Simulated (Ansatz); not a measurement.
Al3Ga5As8

```
CELL_PARAMETERS angstrom
5.66570 0.00000 -5.66570
0.00000 -5.66570 5.66570
-11.33102 -11.33102 -11.33102
ATOMIC_POSITIONS crystal
Al 0.33370 0.16685 0.16685
Al 0.66704 0.83352 0.83352
Al 0.00037 0.50019 0.50019
Al 0.83315 0.66630 0.16685
Al 0.49981 0.99963 0.50019
Al 0.16648 0.33296 0.83352
Al 0.83315 0.16685 0.16685
Al 0.49981 0.50019 0.50019
Al 0.16648 0.83352 0.83352
Ga 0.66667 0.33333 0.33326
Ga 0.00000 0.00000 0.99992
Ga 0.33333 0.66667 0.66659
Ga 0.33333 0.66667 0.16675
Ga 0.66667 0.33333 0.83342
Ga 0.00000 0.00000 0.50009
Ga 0.16680 0.83320 0.33320
Ga 0.83347 0.16653 0.66653
Ga 0.50013 0.49987 0.99986
Ga 0.83347 0.66693 0.66653
Ga 0.16680 0.33360 0.33320
Ga 0.50013 0.00027 0.99986
Ga 0.66640 0.83320 0.33320
Ga 0.99973 0.49987 0.99986
Ga 0.33307 0.16653 0.66653
As 0.33338 0.16669 0.04170
As 0.66671 0.83336 0.70837
As 0.00005 0.50002 0.37504
As 0.83331 0.66662 0.04170
As 0.49998 0.99995 0.37504
As 0.16664 0.33329 0.70837
As 0.83331 0.16669 0.04170
As 0.49998 0.50002 0.37504
As 0.16664 0.83336 0.70837
As 0.66667 0.33333 0.20833
As 0.33333 0.66667 0.54166
As 0.00000 0.00000 0.87499
As 0.33333 0.66667 0.04160
As 0.66667 0.33333 0.70826
As 0.00000 0.00000 0.37493
As 0.16663 0.83337 0.20827
As 0.83329 0.16671 0.54160
As 0.49996 0.50004 0.87494
As 0.83329 0.66658 0.54160
As 0.16663 0.33325 0.20827
As 0.49996 0.99992 0.87494
As 0.66675 0.83337 0.20827
As 0.33342 0.16671 0.54160
As 0.00008 0.50004 0.87494
```

Space group R3m; a generated structure, not necessarily the stable one.

All numbers below come from DFT PBEsol, scalar-relativistic, plane waves, PAW (Ansatz 0.2.0).

The density is the valence pseudo-density of a PAW calculation; it isn't the true density close to the nuclei.

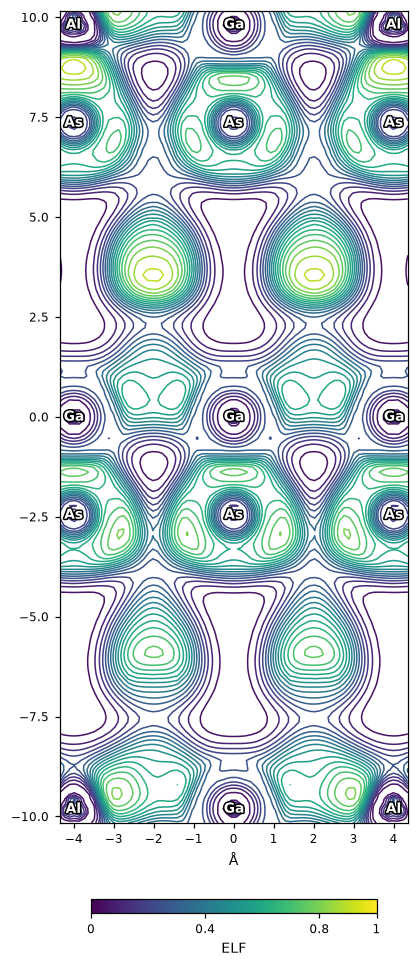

Figure 1. Electron localisation function on the (100) plane of the conventional cell.

### Interpret the plot.

- The section cuts through Al, Ga and As sites.
- Al–As (2.46 Å): the ELF peaks at about 0.95 between the atoms, as expected for a shared electron pair.
- Ga–As (2.45 Å): the ELF peaks at about 0.75 between the atoms; a shared electron pair.
- The features right at Ga lie inside the PAW spheres, where the map follows smoothed inner orbitals and isn't to be read closely.

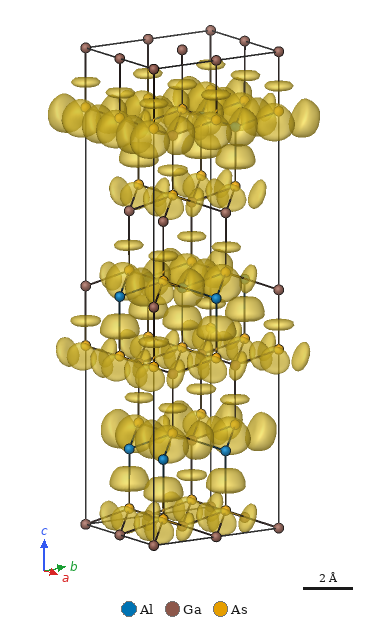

Figure 2. Isosurface of the ELF at 0.7 (yellow), seen slightly off an axis. Core shells and regions of very low density are left out. Sticks mark near contacts.

### Describe the localisation domains.

At this value the surface marks out 36 regions between bonded Al–As atoms (shared pairs) and 60 regions between bonded As–Ga atoms (shared pairs), counted in one cell of 48 atoms. Regions shared between cells count once. Along the contacts the grid gives the following. Al–As (2.45 Å): the ELF peaks at about 0.90 between the atoms, as expected for localised, covalent bonding.

### Does the calculation give a band gap?

It is gapped, with a Kohn–Sham gap of 0.74 eV on the k-point mesh (the band edges may lie off the mesh, which would make the gap smaller).
